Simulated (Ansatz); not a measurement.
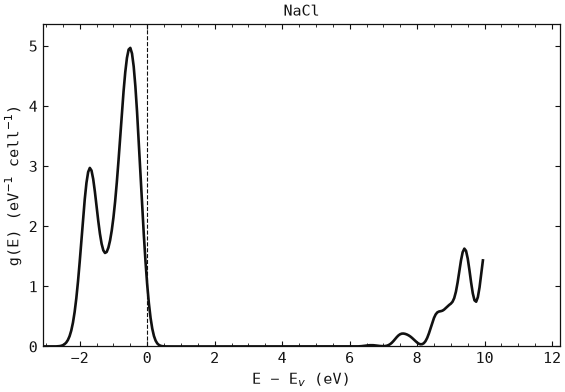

Density of states. Energies are counted from the top of the valence band. The curve is built from the levels of the k mesh with Gaussians 0.4 eV wide, which also blur the band edges.

Calculation on NaCl, space group I4/mmm (No. 139), 2 atoms in the cell, rocksalt type, epitaxial (xy) strain −1.5%.

Method: DFT, HSE06, plane waves, PAW, no spin polarisation, 6×6×6 k mesh (Ansatz 0.2.0).

### Metal or insulator, going by the density of states?

There is a gap; over the k points computed it is 6.65 eV (direct among those points).

### Where is the tallest peak of the filled states in the window?

Within the window shown, the tallest peak of the filled states lies 0.5 eV under the valence-band top, at about 5 states per eV and cell.

### How wide is the upper valence band?

The upper group of valence states starts about 2.2 eV under the valence-band top, with a gap beneath it; it holds about 6 electrons a cell.
